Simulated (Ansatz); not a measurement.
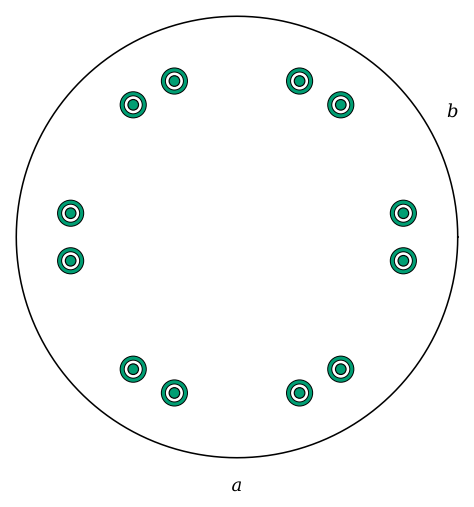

Stereographic projection: filled dots lie in the upper hemisphere, open rings in the lower. The c axis points at the viewer. The poles are all faces of one general form. Computed from the symmetry operations of a computed or model structure of composition Cu, which need not be its known form.

Which point group is this?

Answer. 6/mmm (D6h), order 24, hexagonal system: one sixfold axis, six twofold axes, seven mirror planes, an inversion centre.

Which physical properties does it allow?

Answer. It is centrosymmetric, so neither piezoelectric nor pyroelectric; it is not chiral.
